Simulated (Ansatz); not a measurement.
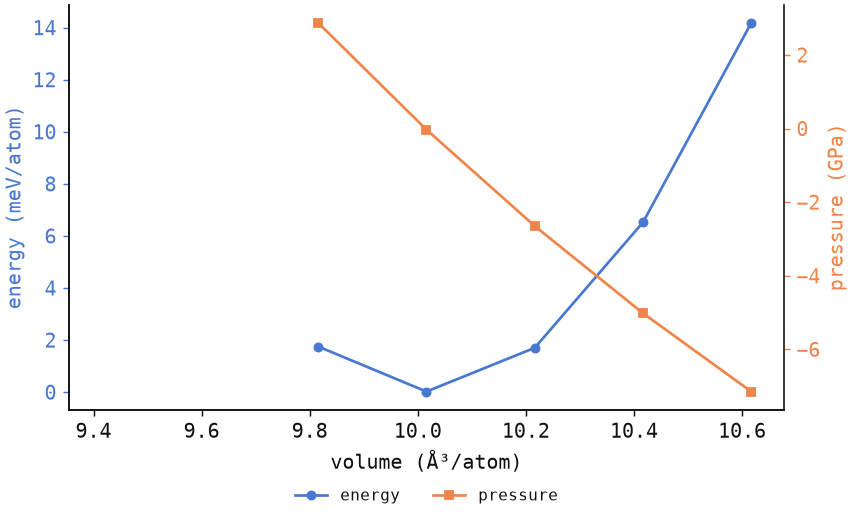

Plotted: energy and pressure against volume for MgO, space group P-6m2 (No. 187).

The given structure:
```xyz
2
Lattice="2.9380 0.0000 0.0000 -1.4690 2.5444 0.0000 0.0000 0.0000 2.6797" Properties=species:S:1:pos:R:3 pbc="T T T"
Mg    0.0000    0.0000    0.0000
O     0.0000    1.6963    1.3398
```

Calculation (Ansatz 0.2.0): plane-wave DFT, no spin polarisation; energies at scaled volumes of the given cell, shape and fractions fixed, counted from the fit's minimum, third-order Birch-Murnaghan fit. Level: PBE.

k mesh 10×10×10; occupations Fermi–Dirac; smearing width 0.05 eV; potentials Ansatz PAW; wave cutoff 420 eV; density cutoff 1680 eV.

The points at volume 9.41 Å³/atom and 9.62 Å³/atom are left out of the plot. What values does the calculation give there?

```json
{"volume (Å³/atom)": "9.41", "energy (meV/atom)": "17.14", "pressure (GPa)": "9.65"}
{"volume (Å³/atom)": "9.62", "energy (meV/atom)": "7.31", "pressure (GPa)": "6.09"}
```

Keep in mind: shape and atomic fractions are frozen while scaling, which makes layered, chain and framework solids too stiff.
